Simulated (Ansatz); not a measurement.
# Run report: CdS, geometry relaxation

- system: CdS (Fm-3m, 2 atoms in the cell)
- method: DFT, PBE, all-electron LAPW, scalar-relativistic, no spin polarisation (Ansatz 0.2.0)

It belongs to a series of runs on one base structure; here: rocksalt relaxed under pressure, LAPW. Figures and captions count atoms from 1; the log counts them from 0 in places.

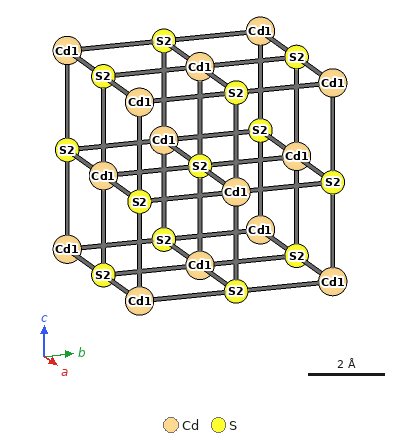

**Figure 1.** The structure as given in the input (ball-and-stick view of the cell 4 times as large as that of the calculation, set on its symmetry axes, seen slightly off an axis; atoms are numbered from 1 in the order of the input). Near neighbours in the crystal (not all of them lie inside the picture): Cd has 6 S at 2.75 Å; S has 6 Cd at 2.75 Å.

**Key numbers**

| quantity | value |
| --- | --- |
| outcome | converged |
| space group (tolerance 0.01 Å) | Fm-3m (225) |
| electrons in bands (core shells apart) | 34 |
| free energy | −163099.1621 eV |
| Fermi energy | 10.831 eV |
| pressure | 0.02 GPa |
| final volume | 41.48 Å³ |
| largest force (length of the vector) at the end | under 0.001 eV/Å |
| final cell | a = 3.885 Å, b = 3.885 Å, c = 3.885 Å, α = 60.00°, β = 60.00°, γ = 60.00° |
| hardware | 1 thread of Intel Xeon @ 2.50GHz (Skylake/Cascade Lake), 64 GiB of memory available, shared host |
| wall time | 25 s |
| peak memory | 0.46 GiB |

**Input**
```yaml
crystal:
  lattice:
    - [0.0, 2.7474169604, 2.7474169604]
    - [2.7474169604, 0.0, 2.7474169604]
    - [2.7474169604, 2.7474169604, 0.0]
  atoms:
    - { symbol: Cd, position: [0.0, 0.0, 0.0] }
    - { symbol: S, position: [0.5, 0.5, 0.5] }
kpoints:
  mp_grid: { grid: [13, 13, 13] }
scf:
  occupations: { method: fermi_dirac, width: 0.1 }
hamiltonian:
  xc: pbe
  pseudopotentials: { kind: all_electron, lapw: { basis_error: 0.0005 } }
output:
  forces: true
  stress: true
  eigenvalues: true
relax:
  f_tol: 0.005
  max_steps: 12
  cell: { p_target: 0.0098, stress_tol: 0.03 }
```

Command:
```bash
ansatz run input.yaml --threads 1 --pin off --max-ram 3584MiB --backend cpu --events-out ev --progress --plain --runs-dir out
```

**Output**
```
The last accepted step is kept in [file] (removed where the run ends without a failure and the disk answers)
LAPW: plane waves up to 7.883 Å⁻¹, error target 5.0e-4 eV per atom; small_component_spin mean_spin; S in spheres of 1.165 Å, 14 of its electrons in bands, Dirac shells []; Cd in spheres of 1.500 Å, 20 of its electrons in bands, Dirac shells [] (how accurate: hamiltonian.pseudopotentials.lapw.basis_error, Limitations)
Engine: ansatz 0.2.0, x86_64-unknown-linux-gnu
Pseudopotentials: kind: all_electron
Pseudopotential: Cd, LAPW, valence charge 20, lapw/all_electron/scalar/gaussian/Cd, Koelling and Harmon's equation, gaussian nucleus
Pseudopotential: S, LAPW, valence charge 14, lapw/all_electron/scalar/gaussian/S, Koelling and Harmon's equation, gaussian nucleus
Functional definition: PBE
  parameter kappa = 0.804
  parameter beta = 0.06672455060314922
  exchange = pbe_x(kappa = kappa, mu = beta*pi^2/3)
  correlation = pbe_c(beta = beta)
Crystal: 2 atoms, lattice volume = 41.477 Å³
Basis set: ecut = 236.78655855374055 eV, 331 PW (Γ), exchange–correlation at level 2
Bands: 21, of which v1, the nominal top of the filled ones, is band 17 counted from 1 (16 counted from 0)
Symmetry: 48 space group operations
Space group: Fm-3m (ITA 225), of the structure as read, at distance tolerance 3.5e-5 Å
k-points: 84 of 2197
Non-local potential: Cd, projectors of the file, none
Non-local potential: S, projectors of the file, none
Initial density: superposition of atomic densities (chi_scale 0.1, normalization cell, long waves kept (reshape's long-wave potential 0.00 eV rms))
Initial wavefunctions: plane waves of lowest kinetic energy (no species holds an atomic orbital)
Functional: x = pbe(κ = 0.804, μ = 0.2195149727645171), c = pbe(β = 0.06672455060314922)
iter 1 solved again at ethr=4.19e-3 eV; its pass at ethr=1.00e-1 eV (dr2=1.43e0 eV) is discarded
SCF iter   1: F=—  HF=-163099.741554 eV  |F-HF|=—  |Δ(HF+E_count)|=         —  Δρ=4.13e-2  dr2=1.43e0  ethr=4.19e-3  ⟨swp⟩=2.0  Hψ=11735  notcnv=0
preconditioner: auto → none  [insulator: Δε(μ)=1.341 eV  Ē_g=11.925 eV  σ=0.100 eV  W_gap=0.99  n_scr=14 (ndim 8)  ℏωp=24.5 eV  f_vac=0.011  D(μ)=0.00/eV (n_scr^D=0)  ε∞_Penn≈5.2]
iter 2 solved again at ethr=9.20e-5 eV; its pass at ethr=4.19e-3 eV (dr2=3.13e-2 eV) is discarded
SCF iter   2: F=—  HF=-163099.220387 eV  |F-HF|=—  |Δ(HF+E_count)|=   5.21e-1  Δρ=9.63e-3  dr2=3.14e-2  ethr=9.20e-5  ⟨swp⟩=2.0  Hψ=9272  notcnv=0
SCF iter   3: F=—  HF=-163099.162834 eV  |F-HF|=—  |Δ(HF+E_count)|=   5.76e-2  Δρ=5.04e-3  dr2=1.27e-2  ethr=9.20e-5  ⟨swp⟩=2.9  Hψ=5585  notcnv=0
SCF iter   4: F=—  HF=-163099.162270 eV  |F-HF|=—  |Δ(HF+E_count)|=         —  Δρ=1.23e-3  dr2=6.16e-4  ethr=3.74e-5  ⟨swp⟩=2.0  Hψ=5131  notcnv=0
the basis was enlarged: its passes take 46.5 KiB over the memory plan, 1 of 1 planned eigensolver slots
SCF iter   5: F=—  HF=-163099.162088 eV  |F-HF|=—  |Δ(HF+E_count)|=   1.82e-4  Δρ=2.47e-4  dr2=1.38e-5  ethr=1.81e-6  ⟨swp⟩=2.0  Hψ=5131  notcnv=0
SCF iter   6: F=—  HF=-163099.162106 eV  |F-HF|=—  |Δ(HF+E_count)|=   1.86e-5  Δρ=4.39e-5  dr2=7.30e-7  ethr=4.06e-8  ⟨swp⟩=3.0  Hψ=5343  notcnv=0
SCF iter   7: F=-163099.162107 eV  HF=-163099.162107 eV  |F-HF|=4.28e-9  |Δ(HF+E_count)|=   8.58e-7  Δρ=4.33e-6  dr2=1.34e-8  ethr=2.15e-9  ⟨swp⟩=3.0  Hψ=5362  notcnv=0
SCF 1 converged in 7 iterations: F = -163099.162107 eV  dr2 = 1.34e-8
relax step   1: F+E_penalty+E_count = -163099.16210719 eV  Δ(F+E_penalty+E_count) = +0.000e0 eV  max|allowed force component| = 1.011e-30 eV/Å  Δτ_max = 0.0000 Å  P = +0.016 GPa  Ω = 41.477 Å³  (7 SCF iters, accepted)
Initial density: handed on by an earlier stage of this run
Initial wavefunctions: those handed on with the density
iter 1 solved again at ethr=3.93e-11 eV; its pass at ethr=1.00e-1 eV (dr2=1.34e-8 eV) is discarded
SCF iter   1: F=—  HF=-163099.162107 eV  |F-HF|=—  |Δ(HF+E_count)|=         —  Δρ=4.33e-6  dr2=1.34e-8  ethr=3.93e-11  ⟨swp⟩=4.8  Hψ=8977  notcnv=0
preconditioner: auto → Kerker (q_TF=auto, 2.639 Å⁻¹)  [metal: Δε(μ)=0.228 eV  Ē_g=12.438 eV  σ=0.100 eV  W_gap=0.42  n_scr=14 (ndim 8)  ℏωp=24.5 eV  f_vac=0.028  D(μ)=0.07/eV (n_scr^D=0)]
SCF iter   2: F=-163099.162107 eV  HF=-163099.162107 eV  |F-HF|=1.48e-9  |Δ(HF+E_count)|=   1.94e-7  Δρ=2.88e-6  dr2=6.36e-9  ethr=3.93e-11  ⟨swp⟩=2.0  Hψ=5131  notcnv=0
SCF 2 converged in 2 iterations: F = -163099.162107 eV  dr2 = 6.36e-9
relax step   2: F+E_penalty+E_count = -163099.16210720 eV  Δ(F+E_penalty+E_count) = -2.066e-9 eV  max|allowed force component| = 8.875e-31 eV/Å  Δτ_max = 0.0000 Å  P = +0.016 GPa  Ω = 41.477 Å³  stress off target by 5.80e-3 GPa  SCF on the basis re-selected at this cell (its energy is not comparable with the rows above)  (2 SCF iters)
basis re-selected at this cell: Δ(F+E_penalty+E_count) = -2.066e-9 eV, ΔP = -0.000 GPa vs the last step (what re-selecting the basis moved, after the strain that the cell walked since its last selection, with what the two solves' SCF thresholds leave and, on support functions, any second-order correction that the steps lacked; it is no measure of the basis error at this ecutwfc). This SCF's stress stands 5.80e-3 GPa from its target on what of the cell is left free (relax.cell.stress_tol is 3.00e-2 GPa) and its largest allowed force component is 8.87e-31 eV/Å (relax.f_tol is 5.00e-3 eV/Å): within both
SCF converged after 2 iterations
Free energy (F): -163099.162107 eV
Harris-Foulkes:  -163099.162107 eV  (|F-HF|=1.48e-9)
Internal energy: -163099.158923 eV  (E = F + TS)
E sigma→0 (E₀):  -163099.160515 eV
Entropy (-TS):   -0.003184 eV (-1.592 meV/atom)
Fermi energy:    10.830554 eV
--- Per-component energies (eV) ---
  E_band       = -1639.317248
  E_kinetic    = 170386.171123
  E_xc         = -4908.116849
  E_electrostatic = -328577.213198  (all electrons and nuclei)
  E_smearing   = -0.003184  (= −TS)
  E_closure    = 0.000000  (closes the sum)
  E_atoms      = -163093.279048  (free atoms, spherical and without spin; not in F)
  Σ components = -163099.162107   (vs F -163099.162107, Δ=0.00e0)
  Basis errors (estimates in eV, not in F): energy 2.0e-4 per atom: plane waves 1.8e-4 (1.0e-4 summed), levels above the bands 3.3e-39, relativity 4.3e-8, radial functions 1.6e-5, core shells 5.2e-8; eigenvalues (radial functions only) 4.3e-7; not estimated: angular momenta, meshes, grids; target (lapw.basis_error) 5.0e-4; muffin-tin radii S 1.165 Å, Cd 1.500 Å
--- Forces (eV/Å), atoms counted from 1 ---
  atom   1  Cd     0.00000000     0.00000000     0.00000000
  atom   2  S      0.00000000     0.00000000     0.00000000
  max |Σ_I F_I| component: 1.77e-30 eV/Å
--- Stress (GPa, compression-positive) ---
        0.015600      -0.000000      -0.000000
       -0.000000       0.015600      -0.000000
       -0.000000      -0.000000       0.015600
  P = ⅓ Tr σ = 0.0156 GPa (0.156 kbar)
--- Band table (eV; the first three rows and the last of 84) ---
  k-point 0: bands = ["-194.0143", "-138.7899", "-138.7899", "-138.7899", "-91.0801", "-52.1529", "-52.1529", "-52.1529", "-2.2232", "2.8983", "2.8983", "2.8983", "2.8984", "2.8984", "9.7477", "9.7477", "9.7477", "11.3467", "19.6570", "19.6570", "19.6570"]
  k-point 1: bands = ["-194.0143", "-138.7899", "-138.7899", "-138.7899", "-91.0801", "-52.1530", "-52.1529", "-52.1529", "-2.1731", "2.8805", "2.8805", "2.8932", "2.9093", "2.9093", "9.1836", "9.7849", "9.7849", "11.9129", "19.0513", "19.5977", "19.5977"]
  k-point 2: bands = ["-194.0143", "-138.7899", "-138.7899", "-138.7899", "-91.0801", "-52.1532", "-52.1530", "-52.1530", "-2.0285", "2.8318", "2.8318", "2.8764", "2.9400", "2.9400", "8.2490", "9.8899", "9.8899", "12.8313", "18.1166", "19.0430", "19.0430"]
  k-point 83: bands = ["-194.0143", "-138.7899", "-138.7899", "-138.7899", "-91.0801", "-52.1540", "-52.1539", "-52.1535", "-1.2044", "2.7632", "2.8798", "2.9239", "3.1541", "3.5985", "7.0481", "7.4952", "7.9558", "13.8088", "17.0892", "17.8789", "18.4473"]
--- Relaxed structure (1 steps of the walk, 1 accepted, 1 SCFs on fresh bases) ---
  F+E_penalty+E_count = -163099.16210720 eV   max|allowed force component| = 8.875e-31 eV/Å   (the final SCF, on the basis selected at the relaxed cell)
  cell:  # Å, volume = 41.4767 Å³
    - [0.0, 2.7474169604, 2.7474169604]
    - [2.7474169604, 0.0, 2.7474169604]
    - [2.7474169604, 2.7474169604, 0.0]
  atoms:
    - { symbol: Cd, position: [0.0, 0.0, 0.0] }
    - { symbol: S, position: [0.5, 0.5, 0.5] }
```

**Trajectory as extended XYZ (Å, eV, eV/Å), 2 frames, from step=1 to step=2**
```
2
Lattice="0.0000 2.7474 2.7474 2.7474 0.0000 2.7474 2.7474 2.7474 0.0000" Properties=species:S:1:pos:R:3:forces:R:3 step=1 energy=-163099.16211 pressure_GPa=0.02
Cd    0.0000    0.0000    0.0000    0.0000   0.0000   0.0000
S     2.7474    2.7474    2.7474    0.0000   0.0000   0.0000
2
Lattice="0.0000 2.7474 2.7474 2.7474 0.0000 2.7474 2.7474 2.7474 0.0000" Properties=species:S:1:pos:R:3:forces:R:3 step=2 energy=-163099.16211 pressure_GPa=0.02
Cd    0.0000    0.0000    0.0000    0.0000   0.0000   0.0000
S     2.7474    2.7474    2.7474    0.0000   0.0000   0.0000
```
